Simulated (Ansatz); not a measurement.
**MoS₂: single-point calculation (part 2 of 2)**

The same run, continued: MoS₂ (P6₃/mmc, 42 atoms in the cell); DFT r2SCAN, scalar-relativistic, plane waves, PAW, no spin polarisation (Ansatz 0.2.0); cutoff 500 eV, 2×2×2 k-mesh, Gaussian smearing of 0.01 eV. The structure derives from a Materials Project entry. It belongs to a series of runs on one base structure; here: the perfect crystal in a cell of 42 atoms.

Log, continued:
```
  k-point 1: bands = ["-53.7355", "-53.7355", "-53.6997", "-53.6997", "-53.6997", "-53.6997", "-53.6997", "-53.6997", "-53.6997", "-53.6997", "-53.6997", "-53.6997", "-53.6997", "-53.6997", "-27.2397", "-27.2397", "-27.2397", "-27.2397", "-27.2397", "-27.2397", "-27.2397", "-27.2397", "-27.2397", "-27.2397", "-27.2397", "-27.2397", "-27.1280", "-27.1280", "-27.0560", "-27.0560", "-27.0560", "-27.0560", "-27.0560", "-27.0560", "-27.0560", "-27.0560", "-27.0560", "-27.0560", "-27.0560", "-27.0560",
      "-27.0361", "-27.0361", "-27.0361", "-27.0361", "-27.0361", "-27.0361", "-27.0361", "-27.0361", "-27.0361", "-27.0361", "-27.0361", "-27.0361", "-26.9238", "-26.9238", "-26.9238", "-26.9238", "-5.6983", "-5.6983", "-4.2846", "-4.2846", "-4.0769", "-4.0769", "-4.0769", "-4.0769", "-4.0769", "-4.0769", "-4.0769", "-4.0769", "-4.0769", "-4.0769", "-4.0769", "-4.0769", "-3.6499", "-3.6499", "-3.6499", "-3.6499", "-3.6499", "-3.6499", "-3.6499", "-3.6499",
      "-3.6499", "-3.6499", "-3.6499", "-3.6499", "3.1990", "3.1990", "3.6313", "3.6313", "3.6313", "3.6313", "3.6313", "3.6313", "3.6313", "3.6313", "3.6313", "3.6313", "3.6313", "3.6313", "4.4025", "4.4025", "4.4025", "4.4025", "4.4025", "4.4025", "4.4025", "4.4025", "4.4025", "4.4025", "4.4025", "4.4025", "5.1056", "5.1056", "5.1056", "5.1056", "5.1056", "5.1056", "5.1056", "5.1056", "5.1056", "5.1056",
      "5.1056", "5.1056", "5.7284", "5.7284", "5.7284", "5.7284", "5.7284", "5.7284", "5.7284", "5.7284", "5.7284", "5.7284", "5.7284", "5.7284", "6.2880", "6.2880", "6.2880", "6.2880", "6.8584", "6.8584", "6.8584", "6.8584", "6.8584", "6.8584", "6.8584", "6.8584", "6.8584", "6.8584", "6.8584", "6.8584", "7.1861", "7.1861", "7.4430", "7.4430", "7.4430", "7.4430", "7.5421", "7.5421", "7.5421", "7.5421",
      "7.5421", "7.5421", "7.5421", "7.5421", "7.5421", "7.5421", "7.5421", "7.5421", "8.3341", "8.3341", "8.3341", "8.3341", "8.3341", "8.3341", "8.3341", "8.3341", "8.3341", "8.3341", "8.3341", "8.3341", "9.3908", "9.3908", "11.3725", "11.3725", "11.3725", "11.3725", "11.3725", "11.3725", "11.3725", "11.3725", "11.3725", "11.3725", "11.3725", "11.3725", "11.7892", "11.7892", "11.7892", "11.7892", "11.7892", "11.7892",
      "11.7892", "11.7892", "11.7892", "11.7892", "11.7892", "11.7892", "12.0339", "12.0339", "12.0339", "12.0339", "12.2954", "12.2954", "12.2954", "12.2954", "12.5712", "12.5712", "12.5712", "12.5712", "12.5712", "12.5712", "12.5712", "12.5712", "12.5712", "12.5712"]
  k-point 2: bands = ["-53.7227", "-53.7227", "-53.7227", "-53.7227", "-53.7054", "-53.7054", "-53.7054", "-53.7054", "-53.6945", "-53.6945", "-53.6914", "-53.6914", "-53.6914", "-53.6914", "-27.3191", "-27.3191", "-27.2659", "-27.2659", "-27.2659", "-27.2659", "-27.2095", "-27.2095", "-27.2095", "-27.2095", "-27.1071", "-27.1071", "-27.1071", "-27.1071", "-27.1023", "-27.1023", "-27.1023", "-27.1023", "-27.0675", "-27.0675", "-27.0674", "-27.0674", "-27.0475", "-27.0475", "-27.0475", "-27.0475",
      "-27.0456", "-27.0456", "-27.0394", "-27.0394", "-27.0394", "-27.0394", "-27.0149", "-27.0149", "-26.9990", "-26.9990", "-26.9990", "-26.9990", "-26.9553", "-26.9553", "-26.9553", "-26.9553", "-5.2379", "-5.2379", "-5.1127", "-5.1127", "-4.4203", "-4.4203", "-4.3188", "-4.3188", "-4.1807", "-4.1807", "-3.9905", "-3.9905", "-3.8379", "-3.8379", "-3.7881", "-3.7368", "-3.7121", "-3.7121", "-3.6220", "-3.6220", "-3.5848", "-3.5848", "-3.5805", "-3.5326",
      "-3.4772", "-3.4772", "-3.4405", "-3.4405", "3.0039", "3.1670", "3.4360", "3.4360", "3.5645", "3.5645", "3.6587", "3.6587", "3.6590", "3.6590", "3.7155", "3.7155", "3.7836", "3.7836", "3.8133", "3.8133", "4.0501", "4.0519", "4.0519", "4.1843", "4.6434", "4.6632", "4.6632", "4.8806", "4.8806", "4.8835", "4.8835", "4.9141", "4.9141", "5.0334", "5.1818", "5.1818", "5.2366", "5.2366", "5.3822", "5.3822",
      "5.4148", "5.4148", "5.5847", "5.5847", "5.6811", "5.6811", "5.7044", "5.7414", "5.8702", "5.8702", "5.9797", "5.9797", "5.9908", "5.9908", "6.0021", "6.0021", "6.1229", "6.1229", "6.1666", "6.1666", "6.5644", "6.5644", "6.6221", "6.6221", "6.7812", "6.7812", "6.7972", "6.7972", "6.9798", "6.9798", "7.0605", "7.1774", "7.2227", "7.2227", "7.2957", "7.2957", "7.3297", "7.3297", "7.4253", "7.4253",
      "7.7285", "7.7285", "7.7990", "7.7990", "7.9319", "8.0247", "8.1448", "8.1448", "8.2324", "8.2324", "8.4121", "8.4126", "8.4126", "8.4731", "8.6042", "8.6042", "8.7453", "8.7453", "8.8373", "8.8373", "8.8606", "8.8606", "11.1384", "11.1384", "11.1556", "11.1556", "11.2337", "11.2337", "11.2857", "11.2857", "11.4486", "11.4741", "11.4930", "11.4930", "11.5750", "11.5750", "11.7325", "11.7325", "11.7454", "11.7454",
      "11.7865", "11.7865", "11.9049", "11.9159", "11.9159", "11.9509", "11.9509", "11.9989", "11.9989", "12.0683", "12.3022", "12.3022", "12.3227", "12.3227", "12.3633", "12.3633", "12.5131", "12.5131", "12.8172", "12.8172", "12.8191", "12.8191", "12.8773", "12.8773"]
  k-point 3: bands = ["-53.7227", "-53.7227", "-53.7227", "-53.7227", "-53.7054", "-53.7054", "-53.7054", "-53.7054", "-53.6945", "-53.6945", "-53.6914", "-53.6914", "-53.6914", "-53.6914", "-27.3191", "-27.3191", "-27.2659", "-27.2659", "-27.2659", "-27.2659", "-27.2095", "-27.2095", "-27.2095", "-27.2095", "-27.1071", "-27.1071", "-27.1071", "-27.1071", "-27.1023", "-27.1023", "-27.1023", "-27.1023", "-27.0674", "-27.0674", "-27.0674", "-27.0674", "-27.0475", "-27.0475", "-27.0475", "-27.0475",
      "-27.0456", "-27.0456", "-27.0394", "-27.0394", "-27.0394", "-27.0394", "-27.0149", "-27.0149", "-26.9990", "-26.9990", "-26.9990", "-26.9990", "-26.9553", "-26.9553", "-26.9553", "-26.9553", "-5.1803", "-5.1803", "-5.1803", "-5.1803", "-4.3747", "-4.3747", "-4.3747", "-4.3747", "-4.0810", "-4.0810", "-4.0810", "-4.0810", "-3.7698", "-3.7698", "-3.7698", "-3.7698", "-3.7654", "-3.7654", "-3.6057", "-3.6057", "-3.6057", "-3.6057", "-3.5536", "-3.5536",
      "-3.4565", "-3.4565", "-3.4565", "-3.4565", "3.0824", "3.0824", "3.6690", "3.6690", "3.6690", "3.6690", "3.6808", "3.6808", "3.6808", "3.6808", "3.7005", "3.7005", "3.7005", "3.7005", "3.7398", "3.7398", "3.7398", "3.7398", "4.0927", "4.0927", "4.7149", "4.7149", "4.7149", "4.7149", "4.8670", "4.8670", "5.0098", "5.0098", "5.0098", "5.0098", "5.1192", "5.1192", "5.1192", "5.1192", "5.3850", "5.3850",
      "5.3850", "5.3850", "5.7226", "5.7226", "5.8475", "5.8475", "5.8475", "5.8475", "5.9321", "5.9321", "5.9321", "5.9321", "5.9441", "5.9441", "5.9441", "5.9441", "6.1208", "6.1208", "6.1208", "6.1208", "6.5878", "6.5878", "6.5878", "6.5878", "6.7902", "6.7902", "6.7902", "6.7902", "7.0794", "7.0794", "7.0794", "7.0794", "7.1137", "7.1137", "7.3057", "7.3057", "7.3057", "7.3057", "7.5577", "7.5577",
      "7.5577", "7.5577", "7.9783", "7.9783", "8.0016", "8.0016", "8.0016", "8.0016", "8.2005", "8.2005", "8.2005", "8.2005", "8.4452", "8.4452", "8.7926", "8.7926", "8.7926", "8.7926", "8.8075", "8.8075", "8.8075", "8.8075", "11.1971", "11.1971", "11.1971", "11.1971", "11.3429", "11.3429", "11.3429", "11.3429", "11.4607", "11.4607", "11.4915", "11.4915", "11.4915", "11.4915", "11.6708", "11.6708", "11.6708", "11.6708",
      "11.8001", "11.8001", "11.8001", "11.8001", "11.9712", "11.9712", "11.9712", "11.9712", "11.9908", "11.9908", "12.3735", "12.3735", "12.3735", "12.3735", "12.6239", "12.6239", "12.6239", "12.6239", "12.6395", "12.6395", "12.6395", "12.6395", "12.8728", "12.8728"]
```

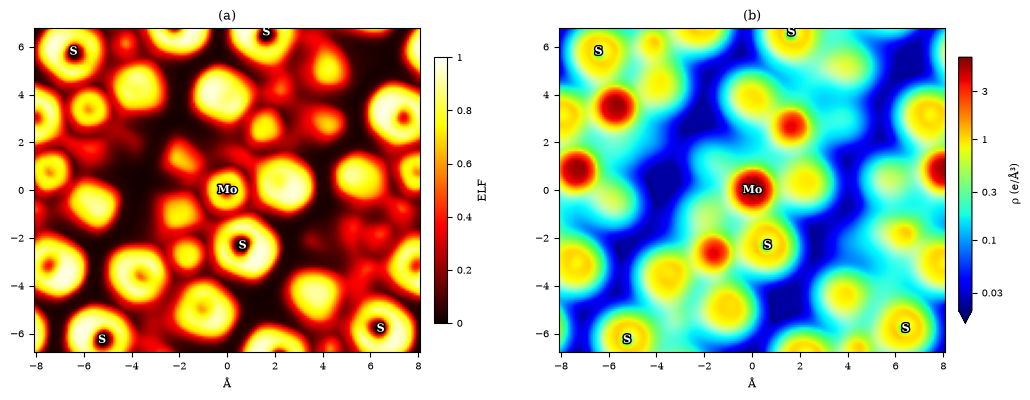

**Figure 1.** (a) ELF; (b) valence pseudo-density on the (111) plane of the calculation cell. The section cuts through Mo and S sites. Mo–S (2.41 Å): ρ at the midpoint is about 0.62 e/Å³; the ELF is about 0.45 at the midpoint. Away from the nuclei the density in this plane falls to 0.01 e/Å³ at its lowest. The strong features right at Mo lie inside the PAW spheres (semicore, d or f shells) and say nothing about bonding. The fields are those of the smooth PAW valence density.

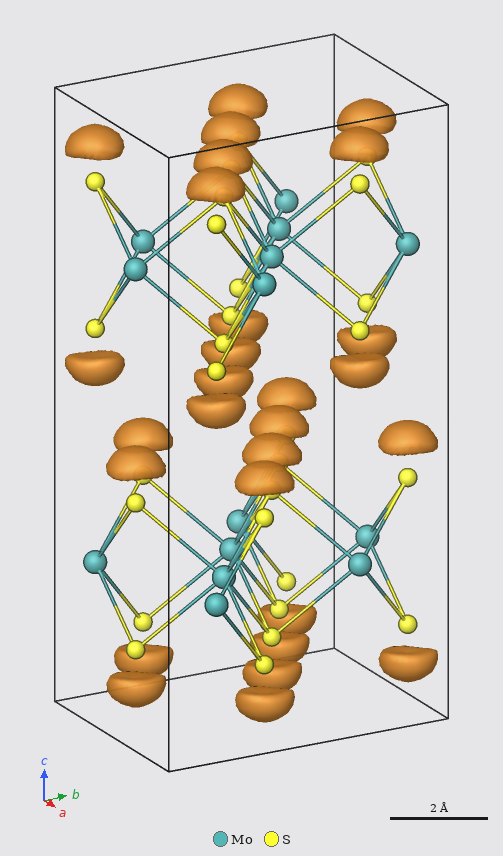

**Figure 2.** Isosurface of the ELF at 0.9 (orange), seen slightly off an axis. Only the valence region is drawn (cores and ρ < 0.01 e/Å³ removed). Sticks mark near contacts. The outline is the calculation cell. Along the contacts the grid gives the following. Mo–S (2.41 Å): the ELF is about 0.45 at the midpoint.

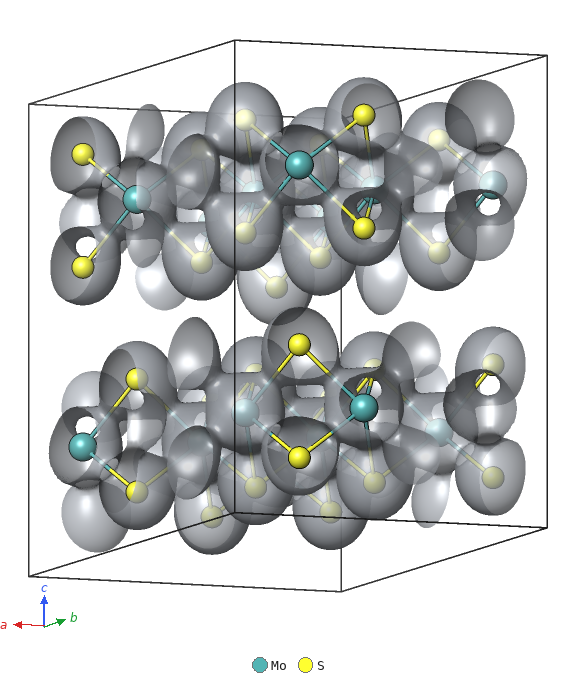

**Figure 3.** Isosurface of the valence electron density at 0.5 e/Å³ (grey), seen at an oblique angle. Sticks mark near contacts. The outline is the calculation cell. At this value the density is joined into sheets; it holds about 70 % of the electrons treated as valence (semicore included). On the grid the lowest density along these lines, outside the cores, is 0.61 e/Å³ (Mo–S, 2.41 Å).

Key numbers:

| quantity | value |
| --- | --- |
| outcome | converged |
| space group (tolerance 0.01 Å) | P6₃/mmc (194) |
| electrons treated | 364 |
| free energy | −94950.2355 eV |
| Fermi energy | 10.401 eV |
| gap on the k-point mesh | 1.46 eV |
| pressure | 0.02 GPa |
| largest force (length of the vector) | 0.004 eV/Å |
| wall time | 40 s (CPU time 4.4 min) |
| peak memory | 4.8 GiB |
